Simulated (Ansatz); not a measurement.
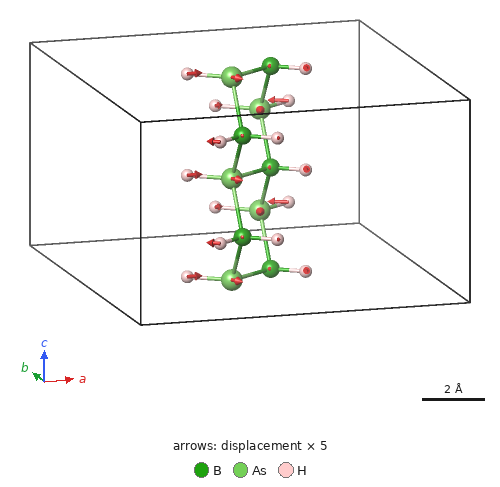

A relaxation of a wire of composition BAsH$_{3}$. The starting structure is drawn; red arrows show the displacements (the part carried along by the change of the cell is left out), 5 times their true length.

Style: ball-and-stick. Shown: the 2 repeat of the cell, with the vacuum cut short, slightly off an axis.

Case: wire along [1 1 0], 4 atoms a period, capped with H.

Computed with DFT PBEsol, scalar-relativistic, plane waves, PAW (Ansatz). (plane-wave cutoff 420 eV; k-point mesh 1 × 1 × 10; occupations gaussian; smearing width 0.05 eV; no spin polarisation; cell relaxed at fixed a, b, alpha, beta, gamma; force threshold 0.02 eV/Å; at most 45 steps)

> Describe the change and its energy.

The atom that moves furthest relative to the layer's centre is an H atom (0.14 Å). By element the largest moves are H 0.14 Å, As 0.10 Å, B 0.02 Å. Along the periodic axis the drawn cell goes c 6.743 → 6.809 Å (+1.0 %). Some distances before and after: As–B 2.065 → 2.032 Å, B–H 1.190 → 1.212 Å, As–B 2.065 → 2.052 Å, As–H 1.520 → 1.527 Å. Bond angles that change, for instance: H–As–H 109.5° → 98.5°, B–As–H 109.5° → 102.7°, H–B–H 109.5° → 115.0°. After 4 accepted moves (5 points after the start) the energy has fallen by 0.184 eV per cell of the calculation. The largest force component goes from 1.3 to 0.014 eV/Å. At 1 point the geometry stayed and the basis and grid were re-selected for the new cell (energy shift of 1.0 meV per cell of the calculation at most each time). Cost: 30 s on 4 threads of Intel(R) Xeon(R) Platinum 8488C (Sapphire Rapids) (shared host), peak memory 0.97 GiB.
